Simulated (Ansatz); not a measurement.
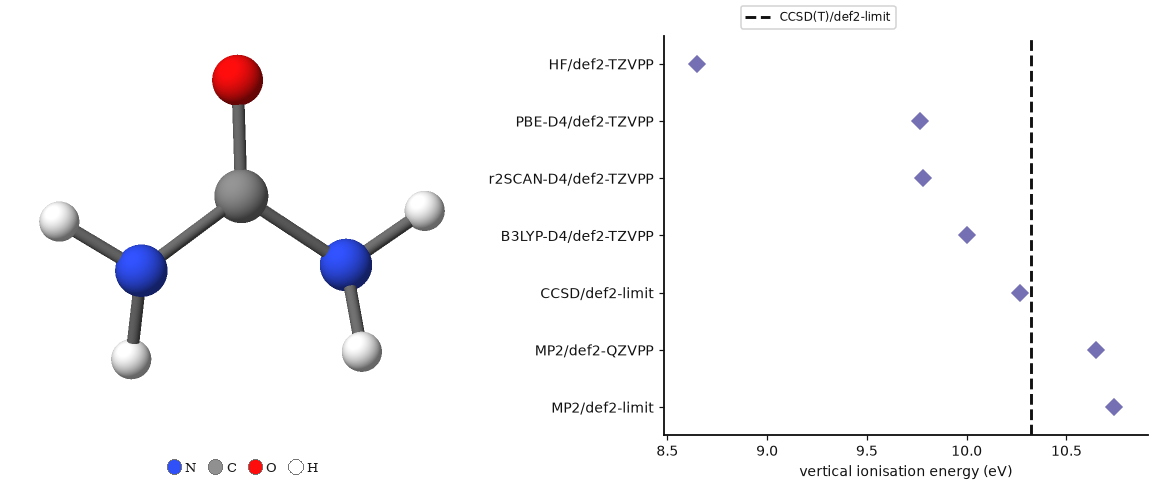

Vertical ionisation energy of CH₄N₂O, SMILES NC(N)=O, taken as the energy of the cation less that of the neutral at fixed geometry (unrestricted doublet cation, cores frozen in correlated methods, no spin-orbit coupling), the Ansatz code, at a PBE0-D4/def2-TZVP geometry (a minimum by its frequencies). Limit means an estimate of the basis limit from triple and quadruple zeta; for coupled cluster it is either extrapolated directly or built as the MP2 limit plus the step from MP2 in triple zeta. The distance of MP2/def2-QZVPP to the limit includes basis error.

Question: What range do the values span, the line included?

Answer: From 8.65 eV (HF/def2-TZVPP) to 10.74 eV (MP2/def2-limit).

Question: Give the values.

Answer:
```csv
level,eV,less CCSD(T)/def2-limit
HF/def2-TZVPP,8.65,−1.67
PBE-D4/def2-TZVPP,9.77,−0.55
r2SCAN-D4/def2-TZVPP,9.78,−0.54
B3LYP-D4/def2-TZVPP,10.00,−0.32
CCSD/def2-limit,10.27,−0.05
MP2/def2-QZVPP,10.65,0.33
MP2/def2-limit,10.74,0.42
CCSD(T)/def2-limit,10.32,0.00
```
